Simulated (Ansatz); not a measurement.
# A series of single points on TiAl

System: TiAl (P4/mmm, 2 atoms in the cell).
Method: DFT LDA, scalar-relativistic, plane waves, PAW, PAW set soft_1, no spin polarisation (Ansatz 0.2.0).

The 7 runs differ only in the geometry, by an even scaling of the cell at fixed fractional positions. The structure derives from an entry of the Crystallography Open Database.

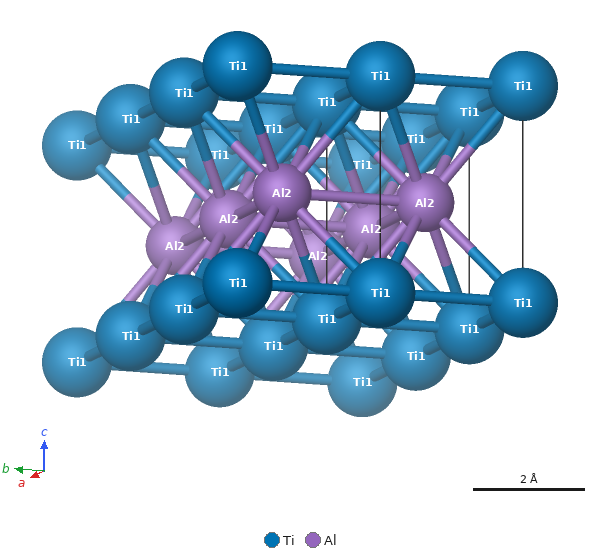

Figure 1. The structure of run 4 (ball-and-stick view of the cell of the calculation, repeated 3 × 2 × 1, seen at an oblique angle; atoms are numbered from 1 in the order of the input). An atom can appear more than once, as a periodic image.

### Input of run 4
```yaml
crystal:
  lattice:
    - [2.7645361166, 0.0, 0.0]
    - [0.0, 2.7645361166, 0.0]
    - [0.0, 0.0, 4.0033798064]
  atoms:
    - { symbol: Ti, position: [0.0, 0.0, 0.0] }
    - { symbol: Al, position: [0.5, 0.5, 0.5] }
basis:
  ecutwfc: 520.0
kpoints:
  mp_grid: { grid: [18, 18, 12] }
hamiltonian:
  xc: lda
  pseudopotentials: { kind: paw, azcp: { folder: soft_1 } }
scf:
  occupations: { method: gaussian, width: 0.15 }
  lower_state_search: "off"
output:
  forces: true
  stress: true
  eigenvalues: true
```

Command:
```bash
ansatz run input.yaml --threads 2 --pin off --max-ram 4096MiB --backend cpu --events-out ev --progress --plain --runs-dir out
```

Run 2 differs from it as follows:
```diff
-    - [2.7645361166, 0.0, 0.0]
-    - [0.0, 2.7645361166, 0.0]
-    - [0.0, 0.0, 4.0033798064]
+    - [2.6887329664, 0.0, 0.0]
+    - [0.0, 2.6887329664, 0.0]
+    - [0.0, 0.0, 3.8936077549]
```

### Results, with one run withheld

| run | volume per atom (Å³) | free energy per atom, from the lowest run given (meV) | pressure (GPa) |
| --- | --- | --- | --- |
| 1 | 13.462 | 107.83 | 20.82 |
| 2 | 14.074 | ? | ? |
| 3 | 14.686 | 10.49 | 5.65 |
| 4 | 15.298 | 0.00 | 0.02 |
| 5 | 15.910 | 9.05 | −4.61 |
| 6 | 16.522 | 34.17 | −8.41 |
| 7 | 17.134 | 72.46 | −11.53 |

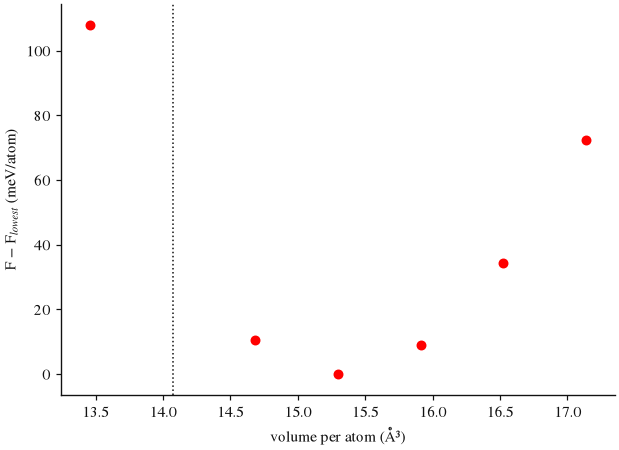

Figure 2. Free energy per atom of the runs given; the dotted line marks run 2.

Estimate the energy of run 2 from the others.

A cubic polynomial in V^(−2/3) (the Birch–Murnaghan form), fitted to the 6 runs given, misses them by at most 0.02 meV per atom. With x = V^(−2/3) − 0.16141 Å⁻², it reads F = 0.3866 − 877.17 x + 5.1923e+05 x² − 1.8847e+05 x³ (meV per atom). At run 2 it gives 44.67 meV per atom, and the run itself gives 44.72. The slope of the fit gives a pressure −dF/dV of 12.49 GPa there, and the run prints 12.50 GPa. The fit has its minimum at 15.300 Å³ per atom, where V d²F/dV² gives 127 GPa. Cell shape and fractional positions are held, so this is the stiffness under even scaling; the relaxed bulk modulus wasn't computed.

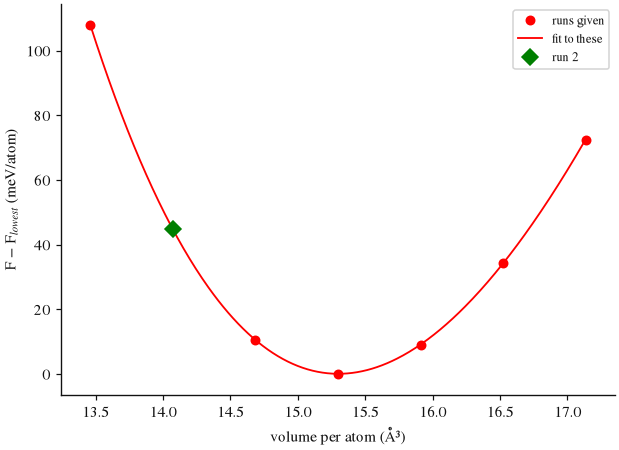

Figure 3. The fit and the withheld run.

### Output, shortened to warnings, some set-up lines, iterations and results (run 2)
```
Warning: [file] the record states the generating functional pbe (its physics header spells it `PBE`), which answers neither for hamiltonian.xc's functional nor for the lda family's — results may be inconsistent (PPs are generated against a specific XC)
Warning: [file] the record states the generating functional pbe (its physics header spells it `PBE`), which answers neither for hamiltonian.xc's functional nor for the lda family's — results may be inconsistent (PPs are generated against a specific XC)
Basis set: ecut = 520 eV, 739 PW (Γ)
Symmetry: 16 space group operations
k-points: 385 of 3888
Initial density: superposition of atomic densities (chi_scale 0.1, normalization cell, long waves kept (reshape's long-wave potential 0.00 eV rms))
[...]
SCF iter   1: F=—  HF=-2964.242270 eV  |F-HF|=—  |Δ(HF+E_count)|=         —  Δρ=4.47e-2  dr2=5.56e-1  ethr=3.10e-3  ⟨swp⟩=4.9  Hψ=23151  notcnv=0
SCF iter   2: F=—  HF=-2964.053940 eV  |F-HF|=—  |Δ(HF+E_count)|=   1.88e-1  Δρ=2.37e-2  dr2=2.12e-1  ethr=3.10e-3  ⟨swp⟩=2.0  Hψ=9275  notcnv=0  defer=54
SCF iter   3: F=—  HF=-2963.955942 eV  |F-HF|=—  |Δ(HF+E_count)|=   9.80e-2  Δρ=4.27e-3  dr2=7.37e-3  ethr=1.41e-3  ⟨swp⟩=2.0  Hψ=7578  notcnv=0  defer=54
SCF iter   4: F=—  HF=-2963.953719 eV  |F-HF|=—  |Δ(HF+E_count)|=   2.22e-3  Δρ=9.34e-4  dr2=2.72e-4  ethr=4.91e-5  ⟨swp⟩=2.1  Hψ=8340  notcnv=0  defer=42
SCF iter   5: F=—  HF=-2963.953634 eV  |F-HF|=—  |Δ(HF+E_count)|=   8.49e-5  Δρ=1.62e-4  dr2=6.39e-6  ethr=1.81e-6  ⟨swp⟩=2.3  Hψ=5871  notcnv=0  defer=41
SCF iter   6: F=—  HF=-2963.953631 eV  |F-HF|=—  |Δ(HF+E_count)|=   3.15e-6  Δρ=2.44e-5  dr2=1.00e-7  ethr=6.67e-10  ⟨swp⟩=3.3  Hψ=18355  notcnv=0
SCF iter   7: F=-2963.953631 eV  HF=-2963.953631 eV  |F-HF|=7.37e-11  |Δ(HF+E_count)|=   1.74e-8  Δρ=1.71e-6  dr2=4.63e-10  ethr=6.67e-10  ⟨swp⟩=4.6  Hψ=18948  notcnv=0
SCF 1 converged in 7 iterations: F = -2963.953631 eV  dr2 = 4.63e-10
SCF converged after 7 iterations
Free energy (F): -2963.953631 eV
Harris-Foulkes:  -2963.953631 eV  (|F-HF|=7.37e-11)
Internal energy: -2963.934152 eV  (E = F + TS)
E sigma→0 (E₀):  -2963.943892 eV
Entropy (-TS):   -0.019479 eV (-9.739 meV/atom)
Fermi energy:    12.597140 eV
--- Per-component energies (eV) ---
  E_band       = -136.442310
  E_kinetic    = 310.361123
  E_local      = -1073.316513  (includes V_loc(G=0)·N_el)
  E_nonlocal   = 77.828676
  E_hartree    = 453.564512
  E_xc         = -155.201473
  E_vxc        = -177.930419  (∫ρ·V_xc dr)
  E_paw        = -1440.572710  (= ΣΔE_a)
  E_vpaw       = -180.513954  (= ΣTr[D̂ρ^β])
  E_aug_tail   = -0.000025  (compensation charges beyond the density's cutoff)
  E_ewald      = -1136.979410
  E_core_change = 0.381667  (= ΣΔE_core)
  E_smearing   = -0.019479  (= −TS)
  E_closure    = -0.000000  (closes the sum)
  Σ components = -2963.953631   (vs F -2963.953631, Δ=0.00e0)
--- Forces (eV/Å), atoms counted from 1 ---
  atom   1  Ti    -0.00000000    -0.00000000     0.00000000
  atom   2  Al     0.00000000     0.00000000     0.00000000
  max |Σ_I F_I| component: 1.48e-31 eV/Å
--- Stress (GPa, compression-positive) ---
       12.554088       0.000000       0.000000
        0.000000      12.554088       0.000000
        0.000000       0.000000      12.381186
  P = ⅓ Tr σ = 12.4965 GPa (124.965 kbar)
```

Warnings of the run: the PAW datasets were made with another functional.
